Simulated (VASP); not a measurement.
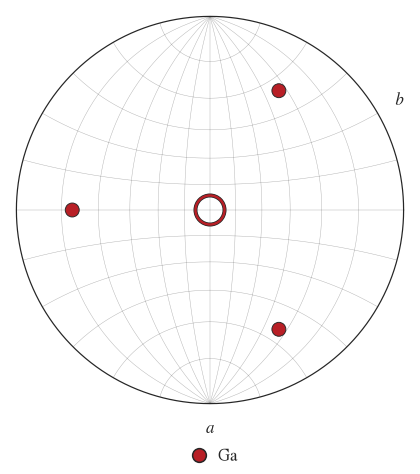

Directions from one nitrogen atom at (2/3, 1/3, 0.876) to its bonded neighbours, in stereographic projection down c (filled: above the plane of the page or in it, open: below). Crystal: GaN, the geometry relaxed with VASP Kohn-Sham DFT of a periodic cell, LAK, VASP PAW PBE potentials, recommended in VASP. The drawing is computed from the coordinates (standard cell, symmetry found to 0.002 Å).

Neighbours are counted up to 2.35 Å for Ga.

```yaml
crystal:
  lattice:
    - [3.22290, 0.00000, 0.00000]
    - [-1.61145, 2.79112, 0.00000]
    - [0.00000, 0.00000, 5.24444]
  atoms:
    - { symbol: Ga, position: [0.66667, 0.33333, 0.49905] }
    - { symbol: Ga, position: [0.33333, 0.66667, 0.99905] }
    - { symbol: N, position: [0.66667, 0.33333, 0.87595] }
    - { symbol: N, position: [0.33333, 0.66667, 0.37595] }
```

Question: How many neighbours are there, and at what angles?

Answer: 4: 3 Ga at 1.97 Å, 1 Ga at 1.98 Å. Angles between bonds: 109° (3×), 110° (3×).

Question: What is the site's symmetry in the crystal?

Answer: Point group 3m (C3v), order 6: one threefold axis, three mirror planes. In P6₃mc (No. 186) this is Wyckoff position 2b.
